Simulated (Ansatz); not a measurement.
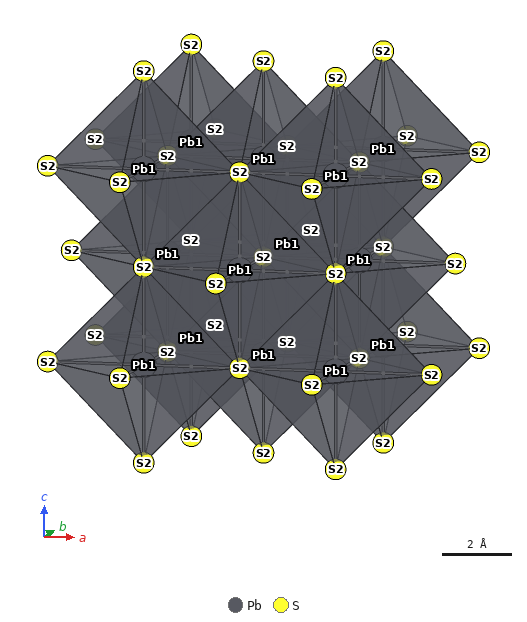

Fig. 1: The structure (polyhedral view of the cell 4 times as large as that of the calculation, set on its symmetry axes, seen slightly off an axis; polyhedra are completed across the faces of the cell; atoms are numbered from 1 in the order of the input).

**Two runs on PbS**

System: PbS (Fm-3m, 2 atoms in the cell).
Method of run 1: Kohn-Sham DFT of a periodic cell, PBEsol, all-electron LAPW, scalar-relativistic, no spin polarisation (Ansatz 0.2.0).

The structure derives from an entry of the Crystallography Open Database. Text and figures count atoms from 1; the logs count them from 0 in places.

**Input, run 1**
```yaml
crystal:
  lattice:
    - [0.0, 2.9052075019, 2.9052075019]
    - [2.9052075019, 0.0, 2.9052075019]
    - [2.9052075019, 2.9052075019, 0.0]
  atoms:
    - { symbol: Pb, position: [0.0, 0.0, 0.0] }
    - { symbol: S, position: [0.5, 0.5, 0.5] }
kpoints:
  mp_grid: { grid: [8, 8, 8] }
scf:
  occupations: { method: fermi_dirac, width: 0.05 }
hamiltonian:
  xc: pbesol
  pseudopotentials: { kind: all_electron, lapw: { basis_error: 0.0005 } }
output:
  forces: true
  stress: true
  eigenvalues: true
```

Command:
```bash
ansatz run input.yaml --threads 1 --pin off --max-ram 3072MiB --backend cpu --events-out ev --progress --plain --runs-dir out
```

Hardware: 1 thread of Arm Neoverse N1, 112 GiB of memory available, shared host.

**Output, shortened to warnings, some set-up lines, iterations and results (run 1)**
```
Basis set: ecut = 200.65831168559143 eV, 331 PW (Γ), exchange–correlation at level 2
Symmetry: 48 space group operations
k-points: 29 of 512
Initial density: superposition of atomic densities (chi_scale 0.1, normalization cell, long waves kept (reshape's long-wave potential 0.00 eV rms))
[...]
SCF iter   1: F=—  HF=-578762.134628 eV  |F-HF|=—  |Δ(HF+E_count)|=         —  Δρ=3.19e-2  dr2=1.08e0  ethr=2.17e-3  ⟨swp⟩=2.0  Hψ=5404  notcnv=0
SCF iter   2: F=—  HF=-578761.803872 eV  |F-HF|=—  |Δ(HF+E_count)|=   3.31e-1  Δρ=9.14e-3  dr2=5.11e-2  ethr=1.02e-4  ⟨swp⟩=2.0  Hψ=4444  notcnv=0
SCF iter   3: F=—  HF=-578761.746355 eV  |F-HF|=—  |Δ(HF+E_count)|=   5.75e-2  Δρ=4.01e-3  dr2=1.19e-2  ethr=1.02e-4  ⟨swp⟩=2.7  Hψ=2756  notcnv=0
SCF iter   4: F=—  HF=-578761.745955 eV  |F-HF|=—  |Δ(HF+E_count)|=         —  Δρ=4.50e-4  dr2=8.75e-5  ethr=2.38e-5  ⟨swp⟩=2.0  Hψ=2583  notcnv=0
SCF iter   5: F=—  HF=-578761.745741 eV  |F-HF|=—  |Δ(HF+E_count)|=   2.14e-4  Δρ=1.36e-4  dr2=1.17e-5  ethr=1.75e-7  ⟨swp⟩=2.2  Hψ=2587  notcnv=0
SCF iter   6: F=—  HF=-578761.745738 eV  |F-HF|=—  |Δ(HF+E_count)|=   2.76e-6  Δρ=4.37e-5  dr2=1.79e-6  ethr=2.34e-8  ⟨swp⟩=2.8  Hψ=2623  notcnv=0
SCF iter   7: F=-578761.745738 eV  HF=-578761.745738 eV  |F-HF|=1.47e-8  |Δ(HF+E_count)|=   2.93e-8  Δρ=4.92e-6  dr2=1.26e-8  ethr=3.58e-9  ⟨swp⟩=2.0  Hψ=2583  notcnv=0
SCF 1 converged in 7 iterations: F = -578761.745738 eV  dr2 = 1.26e-8
SCF converged after 7 iterations
Free energy (F): -578761.745738 eV
Harris-Foulkes:  -578761.745738 eV  (|F-HF|=1.47e-8)
Internal energy: -578761.744655 eV  (E = F + TS)
E sigma→0 (E₀):  -578761.745197 eV
Entropy (-TS):   -0.001083 eV (-0.541 meV/atom)
Fermi energy:    12.648817 eV
--- Per-component energies (eV) ---
  E_band       = -3478.467309
  E_kinetic    = 665626.993412
  E_xc         = -11108.400789
  E_electrostatic = -1233280.337279  (all electrons and nuclei)
  E_smearing   = -0.001083  (= −TS)
  E_closure    = 0.000000  (closes the sum)
  E_atoms      = -578752.342133  (free atoms, spherical and without spin; not in F)
  Σ components = -578761.745738   (vs F -578761.745738, Δ=0.00e0)
  Basis errors (estimates in eV, not in F): energy 1.8e-4 per atom: plane waves 1.6e-4 (8.9e-5 summed), levels above the bands 8.4e-58, relativity 4.0e-9, radial functions 2.3e-5, core shells 1.3e-8; eigenvalues (radial functions only) 6.3e-6; not estimated: angular momenta, meshes, grids; target …
--- Forces (eV/Å), atoms counted from 1 ---
  atom   1  Pb    -0.00000000     0.00000000     0.00000000
  atom   2  S      0.00000000    -0.00000000     0.00000000
  max |Σ_I F_I| component: 1.71e-30 eV/Å
--- Stress (GPa, compression-positive) ---
        3.044572       0.000000       0.000000
        0.000000       3.044572       0.000000
        0.000000       0.000000       3.044572
  P = ⅓ Tr σ = 3.0446 GPa (30.446 kbar)
```

For run 2 the input was changed thus:
```diff
-    - [0.0, 2.9052075019, 2.9052075019]
-    - [2.9052075019, 0.0, 2.9052075019]
-    - [2.9052075019, 2.9052075019, 0.0]
+    - [0.0, 2.9256673838, 2.9256673838]
+    - [2.9256673838, 0.0, 2.9256673838]
+    - [2.9256673838, 2.9256673838, 0.0]
```

How does run 2 compare with run 1?

With the same functional and potentials, run 2 lies 7.6 meV per atom lower. A gap of 0.09 eV opens on the mesh, where run 1 has none. The pressure goes from 3.04 to 1.62 GPa. The volume per atom goes from 24.52 to 25.04 Å³. The cell is scaled evenly with the atoms at fixed fractional positions, so −ΔP/Δ ln V estimates the bulk modulus midway between the two volumes: about 68 GPa. The number of SCF iterations is the same.

**Output, shortened to warnings, some set-up lines, iterations and results (run 2)**
```
Basis set: ecut = 197.74498098003536 eV, 331 PW (Γ), exchange–correlation at level 2
Symmetry: 48 space group operations
k-points: 29 of 512
Initial density: superposition of atomic densities (chi_scale 0.1, normalization cell, long waves kept (reshape's long-wave potential 0.00 eV rms))
[...]
SCF iter   1: F=—  HF=-578762.164277 eV  |F-HF|=—  |Δ(HF+E_count)|=         —  Δρ=3.18e-2  dr2=1.12e0  ethr=2.24e-3  ⟨swp⟩=2.0  Hψ=5405  notcnv=0
SCF iter   2: F=—  HF=-578761.824596 eV  |F-HF|=—  |Δ(HF+E_count)|=   3.40e-1  Δρ=9.38e-3  dr2=5.71e-2  ethr=1.14e-4  ⟨swp⟩=2.0  Hψ=4419  notcnv=0
SCF iter   3: F=—  HF=-578761.761518 eV  |F-HF|=—  |Δ(HF+E_count)|=   6.31e-2  Δρ=4.06e-3  dr2=1.30e-2  ethr=1.14e-4  ⟨swp⟩=2.8  Hψ=2758  notcnv=0  defer=1
SCF iter   4: F=—  HF=-578761.761067 eV  |F-HF|=—  |Δ(HF+E_count)|=         —  Δρ=4.31e-4  dr2=7.57e-5  ethr=2.60e-5  ⟨swp⟩=2.0  Hψ=2586  notcnv=0
SCF iter   5: F=—  HF=-578761.760851 eV  |F-HF|=—  |Δ(HF+E_count)|=   2.16e-4  Δρ=1.47e-4  dr2=1.52e-5  ethr=1.51e-7  ⟨swp⟩=2.4  Hψ=2596  notcnv=0
SCF iter   6: F=—  HF=-578761.760846 eV  |F-HF|=—  |Δ(HF+E_count)|=   4.44e-6  Δρ=5.21e-5  dr2=2.76e-6  ethr=3.05e-8  ⟨swp⟩=2.8  Hψ=2613  notcnv=0
SCF iter   7: F=-578761.760846 eV  HF=-578761.760846 eV  |F-HF|=1.61e-8  |Δ(HF+E_count)|=   1.36e-7  Δρ=5.58e-6  dr2=2.04e-8  ethr=5.52e-9  ⟨swp⟩=2.0  Hψ=2582  notcnv=0
SCF 1 converged in 7 iterations: F = -578761.760846 eV  dr2 = 2.04e-8
SCF converged after 7 iterations
Free energy (F): -578761.760846 eV
Harris-Foulkes:  -578761.760846 eV  (|F-HF|=1.61e-8)
Internal energy: -578761.759896 eV  (E = F + TS)
E sigma→0 (E₀):  -578761.760371 eV
Entropy (-TS):   -0.000951 eV (-0.475 meV/atom)
Fermi energy:    12.246517 eV
--- Per-component energies (eV) ---
  E_band       = -3496.315538
  E_kinetic    = 665625.748611
  E_xc         = -11108.075332
  E_electrostatic = -1233279.433174  (all electrons and nuclei)
  E_smearing   = -0.000951  (= −TS)
  E_closure    = 0.000000  (closes the sum)
  E_atoms      = -578752.342133  (free atoms, spherical and without spin; not in F)
  Σ components = -578761.760846   (vs F -578761.760846, Δ=0.00e0)
  Basis errors (estimates in eV, not in F): energy 1.8e-4 per atom: plane waves 1.6e-4 (8.9e-5 summed), levels above the bands 3.5e-58, relativity 5.3e-9, radial functions 2.2e-5, core shells 1.0e-8; eigenvalues (radial functions only) 6.1e-6; not estimated: angular momenta, meshes, grids; target …
--- Forces (eV/Å), atoms counted from 1 ---
  atom   1  Pb    -0.00000000    -0.00000000     0.00000000
  atom   2  S      0.00000000    -0.00000000     0.00000000
  max |Σ_I F_I| component: 2.55e-30 eV/Å
--- Stress (GPa, compression-positive) ---
        1.618538       0.000000      -0.000000
        0.000000       1.618538      -0.000000
       -0.000000      -0.000000       1.618538
  P = ⅓ Tr σ = 1.6185 GPa (16.185 kbar)
```

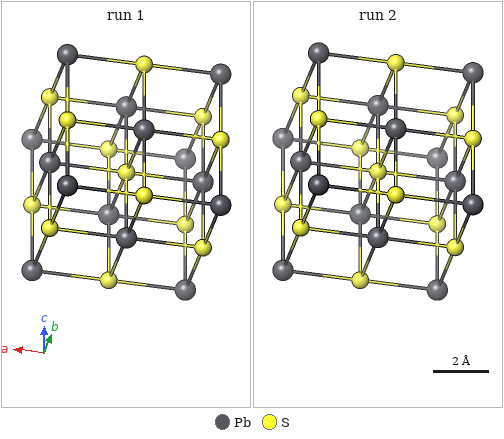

Fig. 2: The two input geometries at one scale (ball-and-stick view of the cell 4 times as large as that of the calculation, set on its symmetry axes, seen at an oblique angle). No atom moves by more than 0.005 Å relative to the cell. The drawn cell changes as follows: a = b = c 5.810 → 5.851 Å (+0.7 %); the volume changes by +2.1 %. Among the contacts that change: Pb–S 2.905 → 2.926 Å.

**The two runs side by side**

| quantity | run 1 | run 2 |
| --- | --- | --- |
| outcome | converged | converged |
| free energy per atom (eV) | −289380.8729 | −289380.8804 |
| energy per atom, smearing taken to zero (eV) | −289380.8726 | −289380.8802 |
| gap on the mesh (eV) | 0.00 | 0.09 |
| pressure (GPa) | 3.04 | 1.62 |
| volume per atom (Å³) | 24.52 | 25.04 |
| largest force (eV/Å) | 0.000 | 0.000 |
| SCF iterations | 7 | 7 |
| irreducible k-points | 29 | 29 |
| plane waves at Γ | 331 | 331 |
| wall time (shared host) | 13 s | 13 s |

For both runs: Spin–orbit coupling is left out, which matters for Pb.
